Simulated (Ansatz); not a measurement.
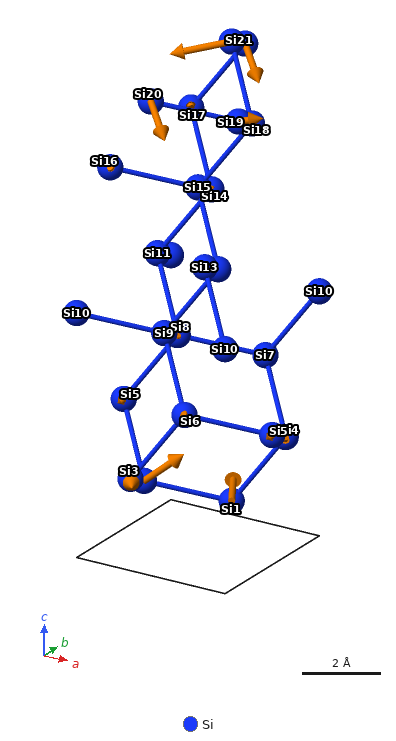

A (2 1 0) slab of Si as cut from the relaxed bulk. The orange arrows show how the atoms are displaced, magnified 2 times. The picture is a ball-and-stick view of the cell of the calculation, outlined in the plane, without the vacuum, seen slightly off an axis.

All numbers below come from DFT PBEsol, scalar-relativistic, plane waves, PAW in Ansatz 0.2.0. Set-up: plane-wave cutoff 420 eV; occupations gaussian; no spin polarisation. The k-mesh is chosen for each cell (12×12×12, 7×6×1). Smearing widths differ between the runs.

**Describe the change and its computed effect.**

The atoms of the slab are relaxed at the bulk's in-plane cell. The surface energy (mean of the two faces) falls from 2.15 to 1.56 J/m². The top spacing, between the Si and Si planes, goes from 0.61 to 0.84 Å (+38.8 %), the bottom one (Si to Si) from 0.61 to 0.84 Å (+38.8 %). The cell doesn't change. The largest moves relative to the layer's centre, 0.82 Å, are those of Si atoms. Near-neighbour distances before and after: Si–Si 2.353 → 2.341 to 2.530 Å.
